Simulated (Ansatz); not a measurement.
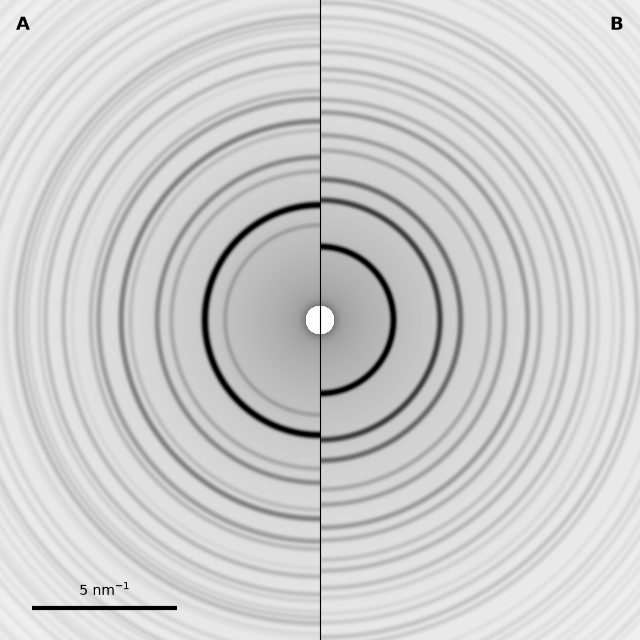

Simulated electron diffraction rings at 80 kV (λ = 0.0418 Å), scale in nm⁻¹ (radius = 1/d), for a fine-grained powder without texture. Kinematic intensities with B = 0.5 Å² for all atoms, without multiple scattering; brightness goes as intensity to the power 0.4, clipped at the top. Reflections closer than the ring width show as one ring. The left and right halves show two different samples, each scaled to its strongest ring.

Structure 1:
```yaml
crystal:
  lattice:
    - [5.07829, 0.00000, 0.00000]
    - [-2.53914, 4.39792, 0.00000]
    - [0.00000, 0.00000, 3.06879]
  atoms:
    - { symbol: Mg, position: [0.00000, 0.00000, 0.00000] }
    - { symbol: Mg, position: [0.33333, 0.66667, 0.50000] }
    - { symbol: Mg, position: [0.66667, 0.33333, 0.50000] }
```

Structure 2:
```cif
data_structure
_symmetry_space_group_name_H-M 'P 1'
_symmetry_Int_Tables_number 1
_cell_length_a 6.8632
_cell_length_b 6.8632
_cell_length_c 6.8632
_cell_angle_alpha 90.000
_cell_angle_beta 90.000
_cell_angle_gamma 90.000
_cell_volume 323.28
loop_
_atom_site_label
_atom_site_type_symbol
_atom_site_fract_x
_atom_site_fract_y
_atom_site_fract_z
_atom_site_occupancy
Mg1 Mg 0.75000 0.75000 0.75000 1
Mg2 Mg 0.00000 0.50000 0.00000 1
Mg3 Mg 0.75000 0.25000 0.25000 1
Mg4 Mg 0.00000 0.00000 0.50000 1
Mg5 Mg 0.25000 0.75000 0.25000 1
Mg6 Mg 0.50000 0.50000 0.50000 1
Mg7 Mg 0.25000 0.25000 0.75000 1
Mg8 Mg 0.50000 0.00000 0.00000 1
```

Origins: 1, the geometry relaxed with Ansatz, DFT, r2SCAN, plane waves (500 eV) with PAW, scalar-relativistic; the starting structure was generated, so it need not be a known form of this composition; 2, the input geometry of an electronic-structure calculation (not necessarily at equilibrium); the starting structure was generated, so it need not be a known form of this composition.

> Which structure gives which half?

Half A is structure 1 (Mg): 001 at 3.26 nm⁻¹ (d = 3.07 Å), 110 + 101 at 3.95 nm⁻¹ (d = 2.54 + 2.52 Å), 111 at 5.11 nm⁻¹ (d = 1.956 Å), 201 at 5.59 nm⁻¹ (d = 1.787 Å).
Half B is structure 2 (Mg): 111 at 2.52 nm⁻¹ (d = 3.96 Å), 220 at 4.12 nm⁻¹ (d = 2.43 Å), 311 at 4.83 nm⁻¹ (d = 2.07 Å), 400 at 5.83 nm⁻¹ (d = 1.716 Å).
